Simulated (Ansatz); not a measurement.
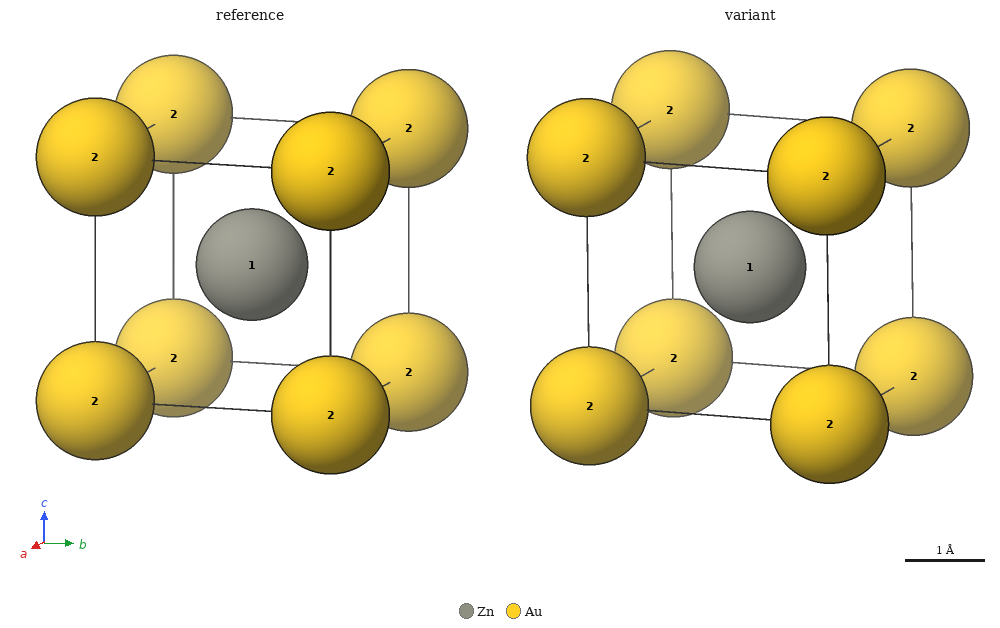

Left: a symmetric starting cell of ZnAu. Right: the same structure after one change, at the same scale. The picture is a spheres-only view of the cell of the calculation, seen slightly off an axis.

Level of theory: DFT PBEsol, scalar-relativistic, plane waves, PAW in Ansatz 0.2.0. (plane-wave cutoff 420 eV; k-point mesh 12 × 12 × 12; occupations gaussian; smearing width 0.1 eV; no spin polarisation)

> Which change leads from the left to the right?

The cell is strained by −2.6 % along [1 1 1] and +3.4 % across it (volume +4.2 %), the atoms keeping their fractional coordinates. No relaxation follows. The starting cell wasn't computed here and needn't be at equilibrium, so pressure and forces aren't due to the change alone.

> What does the change do?

The pressure is −6.5 GPa (not all of it need come from the change, since the unchanged cell can be under pressure at this level too). The principal stresses (compression positive) are −2.4 GPa along [1 1 1] and −8.6 GPa across it. All forces vanish by symmetry. Some distances before and after: Au–Zn 2.725 → 2.655 to 2.801 Å. The space group (tolerance 0.01 Å) goes from Pm-3m (No. 221) to R-3m (No. 166).
